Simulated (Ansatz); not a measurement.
# TaN: what the electrons do

Space group P6/mmm; the calculation finds a residual pressure of about 10 GPa at this fixed cell.

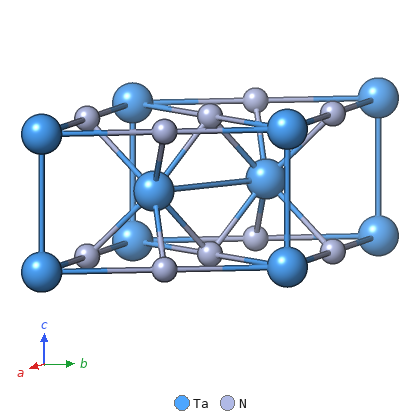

The conventional cell.

The calculation's input:

```
crystal:
  lattice:
    - [5.191, 0.0, 0.0]
    - [-2.5955, 4.495537871, 0.0]
    - [0.0, 0.0, 2.908]
  atoms:
    - { symbol: Ta, position: [0.0, 0.0, 0.0] }
    - { symbol: Ta, position: [0.3333333333, 0.6666666667, 0.5] }
    - { symbol: Ta, position: [0.6666666667, 0.3333333333, 0.5] }
    - { symbol: "N", position: [0.5, 0.0, 0.0] }
    - { symbol: "N", position: [0.5, 0.5, 0.0] }
    - { symbol: "N", position: [0.0, 0.5, 0.0] }
basis:
  ecutwfc: 500
  fft_grid_basis: typed
kpoints:
  mp_grid: { grid: [6, 6, 10] }
hamiltonian:
  xc: pbe
scf:
  occupations: { method: gaussian, width: 0.05 }
output:
  forces: true
  stress: true
  eigenvalues: true
  bader: true
  write_density: true
  volumetric_format: npy
  elf: true
```

Run with:

```sh
ansatz run input.yaml --threads 2 --pin off --max-ram 4096MiB --backend cpu --events-out ev --progress --plain --runs-dir out
```

The picture shows the conventional cell (a = 5.19 Å, b = 5.19 Å, c = 2.91 Å, α = 90.00°, β = 90.00°, γ = 120.00°).

Computed with DFT PBE, scalar-relativistic, plane waves, PAW (Ansatz).

Core electrons are frozen (PAW), so the maps are meaningful between the atoms, not at the nuclei.

Part 1: Bonding charge

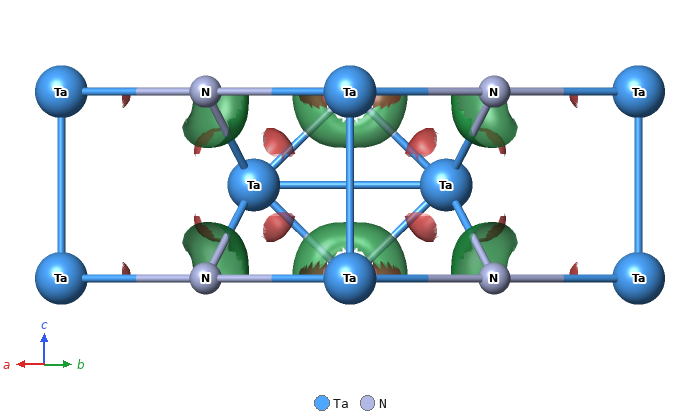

Bonding charge density, ρ(crystal) − Σ ρ(neutral atoms): green surfaces at +0.1 and red ones at −0.1 e/Å³, in the conventional cell seen along [110] (the regions close to the nuclei are left out). Cores are masked to 1.0 Å (Ta) and 0.6 Å (N).

What does the deformation density say about the bonding?

N–Ta (2.09 Å): Δρ is +0.04 e/Å³ at the midpoint (close to a masked core, so read it with care).
Ta–Ta (2.91 Å): Δρ is +0.08 e/Å³ at the midpoint, where it peaks: a build-up of bond charge.
Over the whole cell, outside the masked cores, the largest gain lies at the edge of the masked core of N, and the largest loss lies at the edge of the masked core of Ta.
The rearranged charge, half the integral of |Δρ|, is about 0.28 e an atom.
Bader charges: Ta +0.78 to +2.14 and N −1.69 e.

Part 2: States by energy

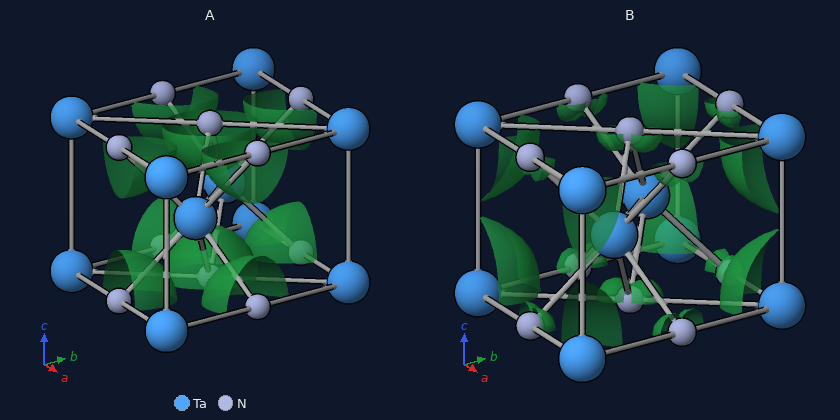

TaN: densities of the states in two energy windows, as isosurfaces (each at a level of its own) in the conventional cell.

The windows, about the Fermi level, are −10.1 to −6.8 eV and −0.25 to +0.25 eV. Which panel shows which?

Panel A: −10.1 to −6.8 eV, the lower third of the occupied valence band, mainly N 2p (60 %) and Ta 5d (30 %).
Panel B: −0.25 to +0.25 eV, the states at the Fermi level, mainly Ta 5d (80 %) and N 2p (15 %).
The characters are Löwdin shares on a minimal set of atomic orbitals.

Part 3: Doping

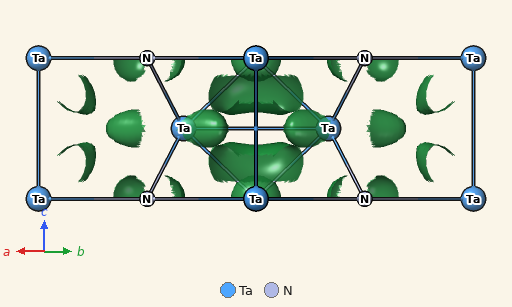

*Where the hole sits when 0.2 electron is taken from the 6-atom cell of the calculation (uniform compensating background, atoms fixed); the change of density for each carrier, counted positive where the carrier is: green surfaces at +0.02, none at −0.02 1/Å³, in the conventional cell seen along [110] (the regions close to the nuclei are left out). Cores are masked to 1.0 Å (Ta) and 0.6 Å (N).*

Where does the doped charge go?

Summed over atomic cells sized by the Bader volumes, the hole divides as Ta about 65 % and N about 35 %; the most favoured element is Ta, which fills 55 % of the volume.
- Over the whole cell, outside the cores, it is densest at the edge of the masked cores of Ta and N.
- The counter-flow of charge adds up to under 0.1 e for each carrier.
- These are shares of the net change, screening included; the states that take the carrier can be more concentrated.

Part 4: Moving an atom

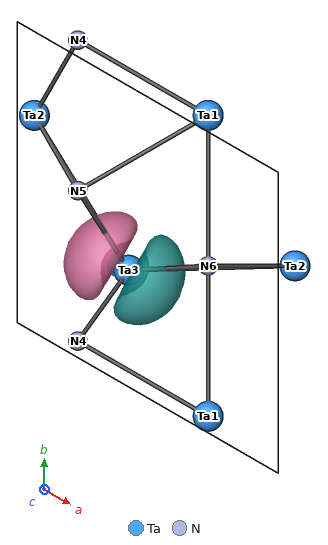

TaN: one atom of the 6-atom cell (and its periodic copies) was moved a little. Density after less density before, teal at +0.3 and pink at −0.3 e/Å³, seen along the c axis; cell a = 5.19 Å, b = 5.19 Å, c = 2.91 Å, α = 90.00°, β = 90.00°, γ = 120.00°. The lobes lie largely inside the PAW sphere, where the density is a smoothed one.

Find the displaced atom and its direction.

Ta3 moved towards the teal lobe, down and to the right in the picture. In the run the shift was 0.15 Å along [1 0 0] in the axes of the cell drawn.

What restoring force does the calculation give for this move?

The force on it changes by 3.97 eV/Å along the move, against it: a stiffness of about 26 eV/Å² for this sublattice shift.

Part 5: Another level of theory

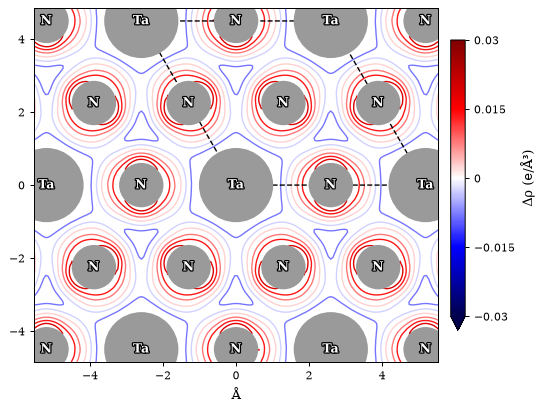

TaN: difference of two self-consistent densities at the same geometry, ρ(r2SCAN) − ρ(PBE), on the (001) plane of the conventional cell. Grey discs cover the cores, where the PAW densities can't be compared. Cores are masked to 1.0 Å (Ta) and 0.6 Å (N).

Both runs: Ansatz, scalar-relativistic, plane waves and PAW, same cutoff, k-points and PAW files (made with PBE).

What differs between the two levels of theory?

Against PBE, and outside the masked cores, the largest gain lies at the edge of the masked core of N, and the largest loss, 0.013 e/Å³, lies 1.2 Å from a tantalum nucleus and 1.5 Å from a nitrogen one.
- Bader charges are Ta +0.78 to +2.14 and N −1.69 e with PBE and Ta +0.77 to +2.24 and N −1.75 e with r2SCAN.
- At this volume the pressure is 10 GPa with PBE and 5 GPa with r2SCAN.

Part 6: Putting it together

Charge passes from Ta (Pauling electronegativity 1.50) to N (3.04), the direction that the scale predicts; the Bader charges fall short of whole formal charges, as they usually do.
